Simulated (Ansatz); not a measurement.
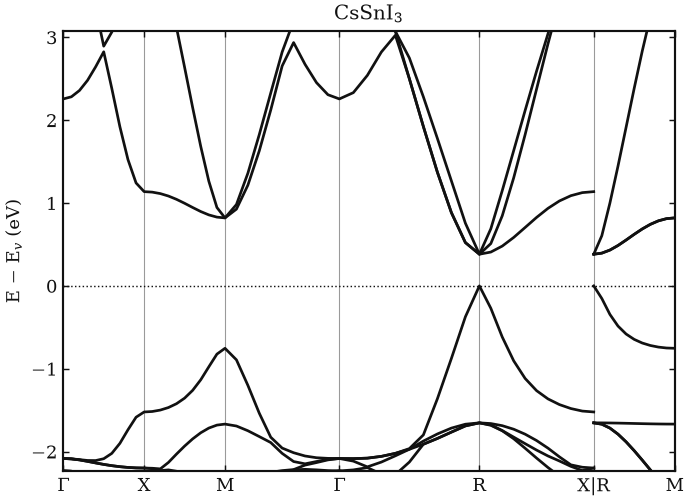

Band structure. Energies are counted from the top of the valence band.

Which Bravais lattice do the labels of the path belong to?

A simple cubic lattice: the path Γ–X–M–Γ–R–X|R–M runs through the special points of its Brillouin zone.

System: CsSnI3, space group Pm-3m, 5 atoms in the cell.

Method: DFT, PBE, plane waves, PAW, no spin polarisation, 4×4×4 k mesh, 420 eV cutoff (Ansatz).

Read off the fundamental gap and say whether it is direct.

The material is gapped. The gap along this path is 0.38 eV and direct: both edges lie at R.

What are the direct gaps at M, Γ and X?

The direct gaps are 1.57 eV at M, 4.34 eV at Γ and 2.66 eV at X.

How many bands meet at the valence-band top?

The top valence level at R is a single band, not degenerate (spin aside).

How much do the top valence band and the lowest conduction band disperse along the path?

The top valence band spans 2.1 eV and the lowest conduction band 2.6 eV.

Spin-orbit coupling is left out, which matters for I.
